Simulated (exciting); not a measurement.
## Energy of Y along an even scaling of the cell

System: Y (Fm-3m, 1 atom in the cell).
Method: Kohn-Sham DFT of a periodic cell, WC, spin-orbit coupling, all-electron LAPW+lo, shipped species files, no spin polarisation (exciting sodium).

The 6 runs differ only in the geometry, by an even scaling of the cell at fixed fractional positions. The structure derives from a Materials Project entry.

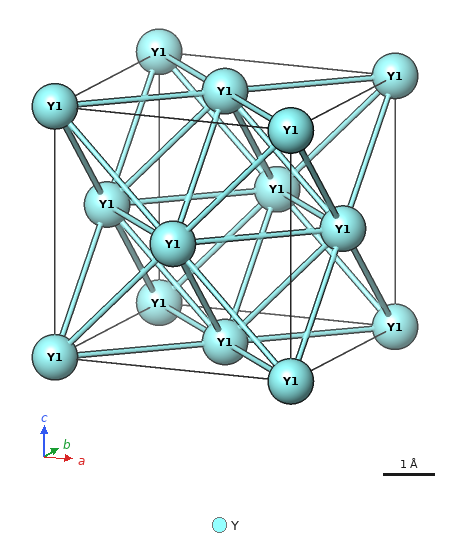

Figure 1. The structure of run 4 (ball-and-stick view of the cell 4 times as large as that of the calculation, set on its symmetry axes, seen slightly off an axis; atoms are numbered from 1 in the order of the input).

### Input of run 4
```
<input>
  <title>Y</title>
  <structure speciespath="./" tshift="false">
    <crystal scale="1.88972612463">
      <basevect>0.000000000000 2.551991061200 2.551991061200</basevect>
      <basevect>2.551991061200 0.000000000000 2.551991061200</basevect>
      <basevect>2.551991061200 2.551991061200 0.000000000000</basevect>
    </crystal>
    <species speciesfile="Y.xml" rmt="2.3">
      <atom coord="0.000000000000 0.000000000000 0.000000000000"/>
    </species>
  </structure>
  <groundstate do="fromscratch" ngridk="4 4 4" rgkmax="9" gmaxvr="14" lmaxapw="10" lmaxmat="10" lmaxvr="8" stype="Gaussian" swidth="0.00099958" nempty="20" ValenceRelativity="iora*" epsengy="1e-05" epspot="1e-05" maxscl="60" outputlevel="normal">
    <libxc exchange="XC_GGA_X_WC" correlation="XC_GGA_C_PBE"/>
    <spin spinorb="true"/>
  </groundstate>
</input>
```

Command:
```bash
OMP_NUM_THREADS=1 exciting_smp
```

Lattice vectors (Å) and fractional positions of run 4:
```
   0.000000    2.551991    2.551991
   2.551991    0.000000    2.551991
   2.551991    2.551991    0.000000
Y   0.000000  0.000000  0.000000
```

Run 5 has the same physical settings and fractional positions; its lattice vectors (Å) are:
```
   0.000000    2.568892    2.568892
   2.568892    0.000000    2.568892
   2.568892    2.568892    0.000000
```

### Results, with one run withheld

| run | volume per atom (Å³) | free energy per atom, from the lowest run given (meV) |
| --- | --- | --- |
| 1 | 31.246 | 0.00 |
| 2 | 31.911 | 3.23 |
| 3 | 32.576 | 9.54 |
| 4 | 33.240 | 19.17 |
| 5 | 33.905 | ? |
| 6 | 34.570 | 44.16 |

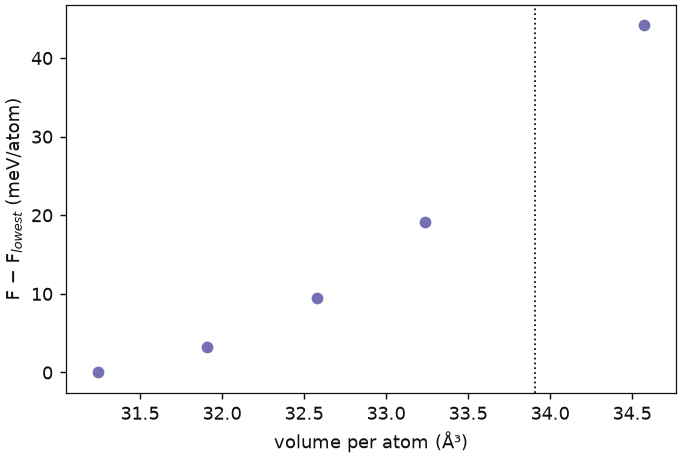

Figure 2. Free energy per atom of the runs given; the dotted line marks run 5.

Fit the runs given and predict run 5.

A cubic polynomial in V^(−2/3) (the Birch–Murnaghan form), fitted to the 5 runs given, misses them by at most 0.16 meV per atom. With x = V^(−2/3) − 0.09784 Å⁻², it reads F = 10.943 − 6411.3 x + 8.5523e+05 x² + 2.2016e+07 x³ (meV per atom). At run 5 it gives 30.74 meV per atom, and the run itself gives 30.45. The fit has no minimum inside this range.

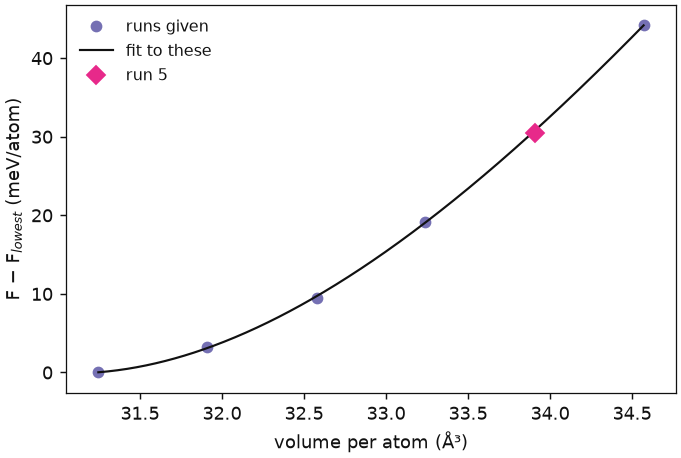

Figure 3. The fit and the withheld run.

### Some lines of the output (run 5)
```
[...]
 DOS at Fermi energy (states/Ha/cell)       :       199.95261005
 Absolute change in total energy   (target) :  0.914992E-04  ( 0.100000E-04)
 Total energy                               :     -3385.14329191
 Fermi energy                               :         0.25177181
 DOS at Fermi energy (states/Ha/cell)       :       199.95170592
 Absolute change in total energy   (target) :  0.195698E-04  ( 0.100000E-04)
 Total energy                               :     -3385.14329371
 DOS at Fermi energy (states/Ha/cell)       :       199.95184862
 Absolute change in total energy   (target) :  0.179406E-05  ( 0.100000E-04)
 Total energy                               :     -3385.14329332
 DOS at Fermi energy (states/Ha/cell)       :       199.95201394
 Absolute change in total energy   (target) :  0.390375E-06  ( 0.100000E-04)
 Total energy                               :     -3385.14329335
 DOS at Fermi energy (states/Ha/cell)       :       199.95199130
```

Notes: The k-point mesh is coarse for a cell of this size, so the results may not be converged.
